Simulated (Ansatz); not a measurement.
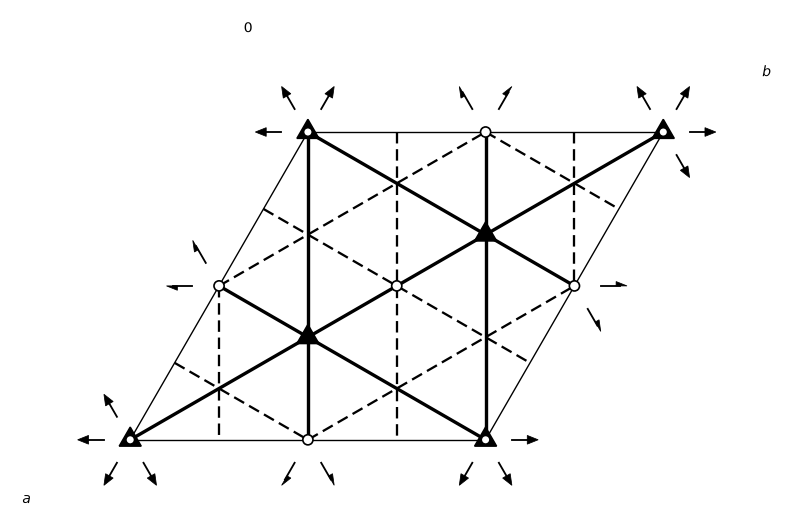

Symmetry elements of a space group, projected down c, computed from the operations of a computed or model structure of composition Cu.

Symbols follow the International Tables: origin at the upper left, the third axis towards the viewer; heavy, dashed, dotted, dash-dotted and dash-dot-dot lines are mirror, in-plane glide, out-of-plane glide, diagonal (n; with arrows d) and double (e) glide planes seen edge on; arrows at the rim are 2 (full head) and 2₁ (half head) axes in the plane; the corner sign is a plane parallel to the page; fractions are heights. Handed screw axes carry their printed symbol instead of tails.

Identify the space group.

P-3m1, No. 164; primitive trigonal (hexagonal lattice), point group -3m, 12 general positions a cell.

List the elements shown.

−3 axes along c at (0, 0); 3 axes along c at (1/3, 2/3), (2/3, 1/3); inversion centres at (0, 0), (0, 1/2), (1/2, 0), (1/2, 1/2); mirror planes holding c and [1 2 0] or [2 1 0] or [−1 1 0]; in-plane glide planes holding c and [1 2 0] or [2 1 0] or [−1 1 0]; 2 axes along [1 1 0] at height 0; 2 axes along a at height 0; 2 axes along b at height 0; 2₁ axes along [1 1 0] at height 0; 2₁ axes along a at height 0; 2₁ axes along b at height 0. Heights repeat every half period; positions are (a, b) fractions, modulo 1.
